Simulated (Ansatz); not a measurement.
**GaSb: 5 runs along one coordinate**

System: GaSb (F-43m, 2 atoms in the cell).
Method: Kohn-Sham DFT of a periodic cell, BLYP with D3(BJ), Ansatz PAW, no spin polarisation (Ansatz 0.2.0).

The 5 runs differ only in the geometry, by an even scaling of the cell at fixed fractional positions. The structure derives from an entry of the Crystallography Open Database.

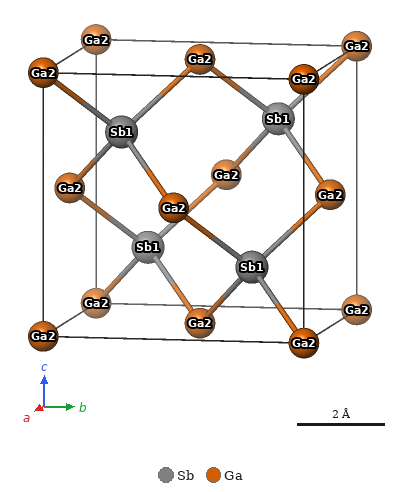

Figure 1. The structure of run 3 (ball-and-stick view of the cell 4 times as large as that of the calculation, set on its symmetry axes, seen slightly off an axis; atoms are numbered from 1 in the order of the input).

### Input of run 3
```yaml
crystal:
  lattice:
    - [0.0, 3.0792588685, 3.0792588685]
    - [3.0792588685, 0.0, 3.0792588685]
    - [3.0792588685, 3.0792588685, 0.0]
  atoms:
    - { symbol: Sb, position: [0.75, 0.75, 0.75] }
    - { symbol: Ga, position: [0.0, 0.0, 0.0] }
hamiltonian:
  xc: blyp
  pseudopotentials: { kind: paw }
  dispersion: d3bj
kpoints:
  mp_grid: { grid: [8, 8, 8] }
scf:
  occupations: { method: fermi_dirac, width: 0.05 }
output:
  forces: true
  stress: true
  eigenvalues: true
```

Command:
```bash
ansatz run input.yaml --threads 2 --pin off --max-ram 5120MiB --backend cpu --events-out ev --progress --plain --runs-dir out
```

Run 4 differs from it as follows:
```diff
-    - [0.0, 3.0792588685, 3.0792588685]
-    - [3.0792588685, 0.0, 3.0792588685]
-    - [3.0792588685, 3.0792588685, 0.0]
+    - [0.0, 3.0992546163, 3.0992546163]
+    - [3.0992546163, 0.0, 3.0992546163]
+    - [3.0992546163, 3.0992546163, 0.0]
```

### Results, with one run withheld

| run | volume per atom (Å³) | free energy per atom, from the lowest run given (meV) | pressure (GPa) | gap on the mesh (eV) |
| --- | --- | --- | --- | --- |
| 1 | 27.480 | 10.09 | 2.58 | 0.13 |
| 2 | 28.625 | 0.00 | 0.32 | 0.00 |
| 3 | 29.197 | 0.62 | −0.65 | 0.00 |
| 4 | 29.770 | ? | ? | ? |
| 5 | 30.342 | 11.27 | −2.27 | 0.00 |

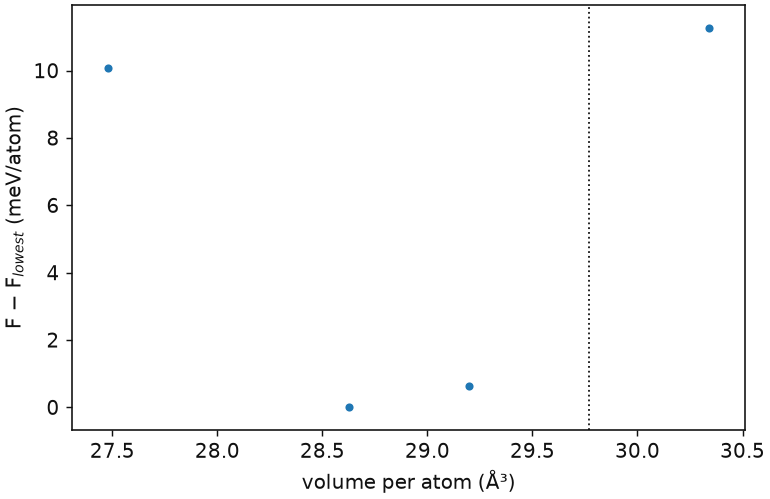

Figure 2. Free energy per atom of the runs given; the dotted line marks run 4.

Fit the runs given and predict run 4.

A quadratic polynomial in V^(−2/3) (the Birch–Murnaghan form), fitted to the 4 runs given, misses them by at most 0.02 meV per atom. With x = V^(−2/3) − 0.10623 Å⁻², it reads F = −0.14511 − 299.65 x + 8.8039e+05 x² (meV per atom). At run 4 it gives 4.46 meV per atom, and the run itself gives 4.49. The slope of the fit gives a pressure −dF/dV of −1.51 GPa there, and the run prints −1.51 GPa. The fit has its minimum at 28.813 Å³ per atom, where V d²F/dV² gives 49.3 GPa: the bulk modulus at this level, since symmetry fixes the shape and the positions. The gap on the mesh lies between 0.00 eV (run 2) and 0.13 eV (run 1); run 4 has 0.00 eV. These are gaps of this functional on this mesh, which can miss the band edges; they aren't the measured gap.

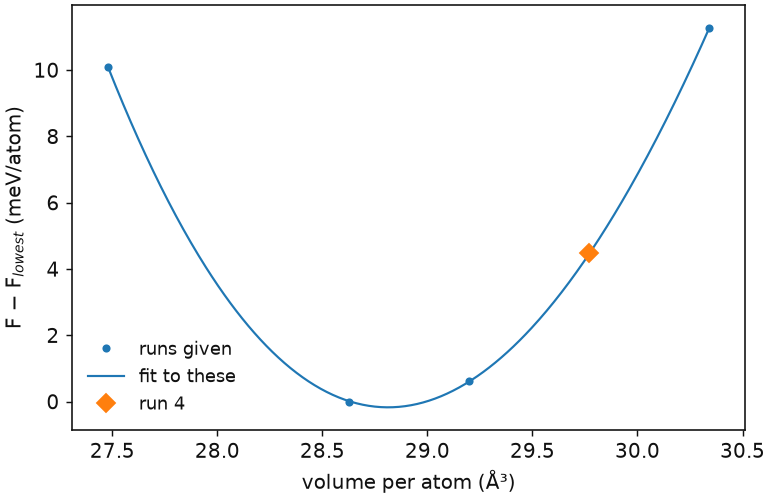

Figure 3. The fit and the withheld run.

### Output, shortened to warnings, some set-up lines, iterations and results (run 4)
```
Basis set: ecut = 420 eV, 1211 PW (Γ), exchange–correlation on 60×60×60 points (8 copies of the dense FFT grid, shifted against one another)
Symmetry: 24 space group operations
k-points: 29 of 512 (time reversal used)
Initial density: superposition of atomic densities (neutral atoms: chi_scale 0, normalization atom), corrected by the library's trained network
[...]
SCF iter   1: F=—  HF=-10296.032860 eV  |F-HF|=—  |Δ(HF+E_count)|=         —  Δρ=4.76e-3  dr2=9.22e-3  ethr=1.77e-3  ⟨swp⟩=6.2  Hψ=2689  notcnv=0
SCF iter   2: F=—  HF=-10296.028946 eV  |F-HF|=—  |Δ(HF+E_count)|=   3.91e-3  Δρ=2.50e-3  dr2=1.48e-3  ethr=3.29e-5  ⟨swp⟩=2.4  Hψ=996  notcnv=0
SCF iter   3: F=—  HF=-10296.028925 eV  |F-HF|=—  |Δ(HF+E_count)|=   2.05e-5  Δρ=6.59e-4  dr2=2.72e-4  ethr=5.28e-6  ⟨swp⟩=2.0  Hψ=779  notcnv=0
SCF iter   4: F=—  HF=-10296.028694 eV  |F-HF|=—  |Δ(HF+E_count)|=   2.31e-4  Δρ=1.64e-4  dr2=1.15e-5  ethr=9.72e-7  ⟨swp⟩=2.0  Hψ=784  notcnv=0
SCF iter   5: F=—  HF=-10296.028699 eV  |F-HF|=—  |Δ(HF+E_count)|=   4.59e-6  Δρ=8.46e-5  dr2=2.44e-6  ethr=4.12e-8  ⟨swp⟩=2.0  Hψ=929  notcnv=0
SCF iter   6: F=—  HF=-10296.028698 eV  |F-HF|=—  |Δ(HF+E_count)|=   5.74e-7  Δρ=1.96e-5  dr2=1.12e-7  ethr=8.72e-9  ⟨swp⟩=2.0  Hψ=929  notcnv=0
SCF iter   7: F=-10296.028698 eV  HF=-10296.028698 eV  |F-HF|=7.06e-10  |Δ(HF+E_count)|=   3.00e-8  Δρ=2.35e-6  dr2=1.35e-9  ethr=3.57e-10  ⟨swp⟩=5.4  Hψ=2297  notcnv=0
SCF 1 converged in 7 iterations: F = -10296.028698 eV  dr2 = 1.35e-9
SCF converged after 7 iterations
Free energy (F): -10296.028698 eV
Harris-Foulkes:  -10296.028698 eV  (|F-HF|=7.06e-10)
Internal energy: -10296.028180 eV  (E = F + TS)
E sigma→0 (E₀):  -10296.028439 eV
Entropy (-TS):   -0.000518 eV (-0.259 meV/atom)
Fermi energy:    7.649091 eV
--- Per-component energies (eV) ---
  E_band       = -262.158938
  E_kinetic    = 324.178260
  E_local      = -3962.648893  (includes V_loc(G=0)·N_el)
  E_nonlocal   = 778.877290
  E_hartree    = 1824.617058
  E_xc         = -204.862630
  E_vxc        = -150.096678  (∫ρ·V_xc dr)
  E_paw        = -6593.117776  (= ΣΔE_a)
  E_vpaw       = -901.704596  (= ΣTr[D̂ρ^β])
  E_aug_tail   = -0.000142  (compensation charges beyond the density's cutoff)
  E_ewald      = -2461.526911
  E_disp       = -1.489255  (pairwise vdW)
  E_core_change = -0.055181  (= ΣΔE_core)
  E_smearing   = -0.000518  (= −TS)
  E_closure    = 0.000000  (closes the sum)
  Σ components = -10296.028698   (vs F -10296.028698, Δ=0.00e0)
--- Forces (eV/Å), atoms counted from 1 ---
  atom   1  Sb     0.00000000    -0.00000000    -0.00000000
  atom   2  Ga    -0.00000000     0.00000000     0.00000000
  max |Σ_I F_I| component: 1.85e-17 eV/Å
--- Stress (GPa, compression-positive) ---
       -1.506330      -0.000000      -0.000000
       -0.000000      -1.506330       0.000000
        0.000000       0.000000      -1.506330
  P = ⅓ Tr σ = -1.5063 GPa (-15.063 kbar)
```

Notes: Points of doubt noted for this run: forces on files of another functional.
